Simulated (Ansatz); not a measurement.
The coordinates of a crystal:

```
Ti O
1.0
     4.59538    0.00000    0.00000
     0.00000    2.91989    0.00000
    -0.28650    0.00000    8.12658
Ti O
6 3
Direct
  0.73677 0.50000 0.08577
  0.25343 0.50000 0.57259
  0.26323 0.50000 0.91423
  0.74657 0.50000 0.42741
  0.74832 0.00000 0.75792
  0.25168 0.00000 0.24208
  0.70759 0.00000 0.25853
  0.29241 0.00000 0.74147
  0.00000 0.00000 0.00000
```

Describe what this structure looks like.

Its composition is Ti$_{2}$O. The atoms follow space group P2/m (No. 10); the Bravais lattice is primitive monoclinic. Atoms per cell: 9 (6 Ti, 3 O).

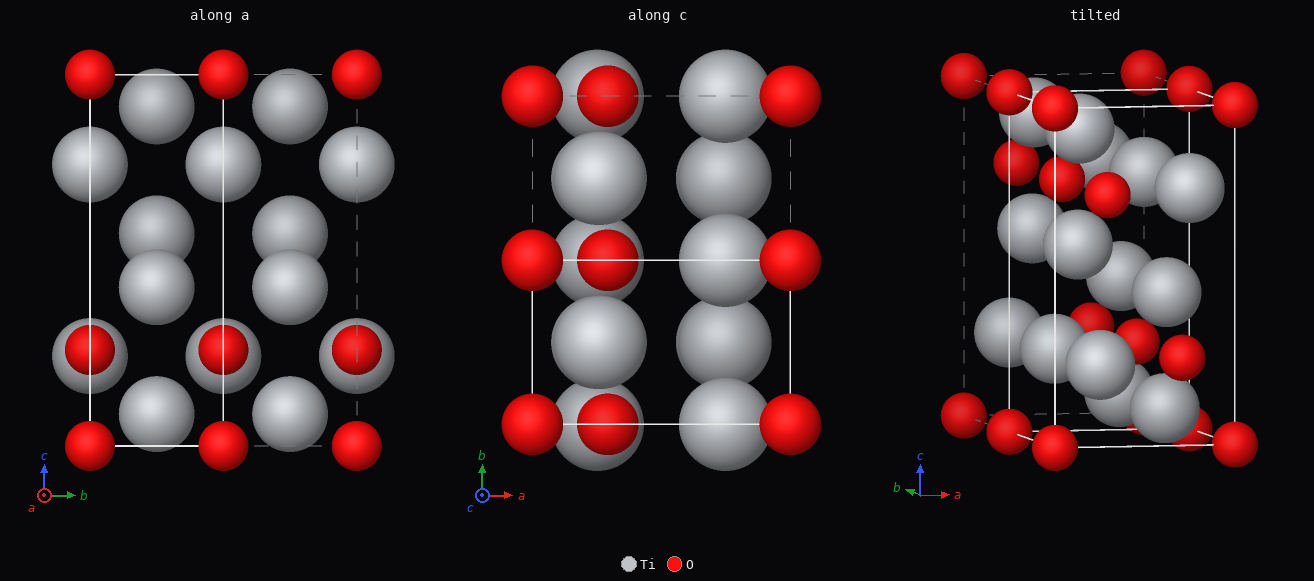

The crystal in a spheres-only representation, seen along the a axis, along the c axis and slightly off an axis. One conventional unit cell is drawn solid; the view covers 1×2×1 cells.

The model was built from a structure listed in the Materials Project. It is drawn as it came out of a relaxation with DFT PBEsol, scalar-relativistic, plane waves, PAW (Ansatz 0.2.0).
